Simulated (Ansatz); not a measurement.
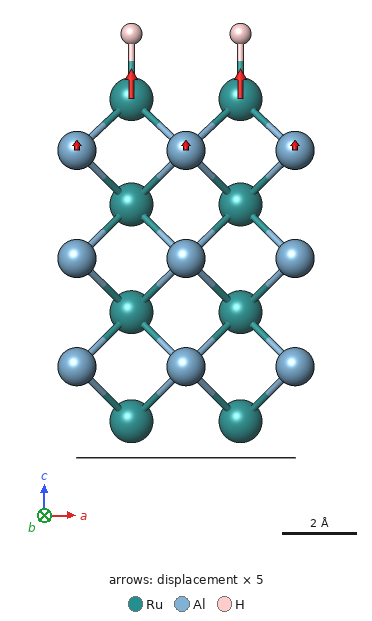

This is a constrained relaxation of a slab of composition Al3HRu4 (cut from the Pm-3m phase). The starting structure is drawn; red arrows show the displacements, 5 times their true length.

Style: ball-and-stick. Shown: the 2 × 2 repeat of the cell, outlined in the plane, without the vacuum, along the b axis.

Case: H put at a top Ru site. The slab is the (1 0 0) face of AlRu with H on it. 3 atoms are held fixed.

Computed with Ansatz 0.2.0, DFT PBEsol, scalar-relativistic, plane waves, PAW. Set-up: plane-wave cutoff 420 eV; k-point mesh 10 × 10 × 1; occupations gaussian; smearing width 0.1 eV; no spin polarisation; dipole correction; atoms relaxed in a fixed cell; force threshold 0.03 eV/Å; at most 70 steps.

**Which element moves most?**

Ruthenium: up to 0.17 Å, against 0.06 Å for aluminium.

**What did the optimiser do to the structure, and how much energy did it gain?**

The largest move is that of a Ru atom, 0.17 Å along the normal (+c). By element the largest moves are Ru 0.17 Å, Al 0.06 Å. H stays in place. The cell doesn't change. Some distances before and after: Ru–Ru 2.876 → 3.050 Å, H–Ru 1.780 → 1.615 Å, Al–Ru 2.528 → 2.591 Å, Al–Ru 2.571 → 2.607 Å. Among the angles between lasting bonds that change: Al–Ru–Al 112.7° → 108.7°, Al–Ru–H 123.6° → 125.7°, Al–Ru–Al 72.1° → 70.1°. Over 3 geometry steps the energy falls by 0.192 eV per cell of the calculation. The largest force component goes from 2.2 to 0.03 eV/Å. The run took 44 s on 2 threads of Intel(R) Xeon(R) Platinum 8375C CPU @ 2.90GHz (Ice Lake), on a shared host, peak memory 0.61 GiB.

Limits of the set-up: the periodic images lie only 3.0 Å apart, so the values are limited by the cell's size.
